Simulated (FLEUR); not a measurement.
```xyz
8
Lattice="4.6400 0.0000 0.0000 0.0000 4.6400 0.0000 0.0000 0.0000 4.6400" Properties=species:S:1:pos:R:3 pbc="T T T"
Na    0.0000    0.0000    0.0000
Na    2.3200    2.3200    0.0000
Na    2.3200    0.0000    2.3200
Na    0.0000    2.3200    2.3200
F     2.3200    0.0000    0.0000
F     0.0000    2.3200    0.0000
F     0.0000    0.0000    2.3200
F     2.3200    2.3200    2.3200
```

Space group Fm-3m.

Method: FLEUR, Kohn-Sham DFT of a periodic cell, PBE, all-electron.

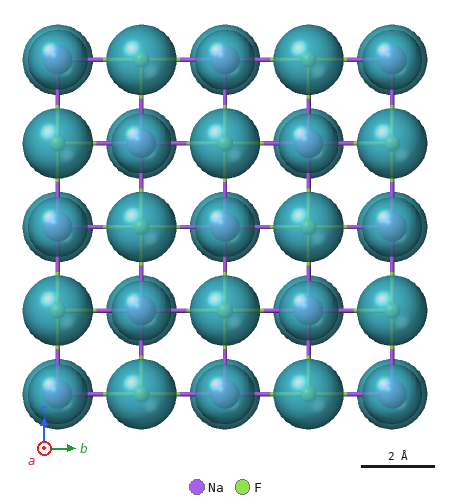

NaF. Isosurface of the electron density at 0.3 e/Å³ (cyan), seen along the a axis. Sticks mark near contacts.

Q: Which contacts does the surface bridge?

A: At this value the density breaks into separate islands. It bridges none of the near contacts. It is pinched off along the shortest Na–F (2.32 Å) contacts. On the grid the lowest density along these lines, outside the cores, is 0.13 e/Å³ (Na–F, 2.32 Å).

Q: Does the calculation give a band gap?

A: It is gapped, with a Kohn–Sham gap of 6.3 eV on the k-point mesh (the band edges may lie off the mesh, which would make the gap smaller).
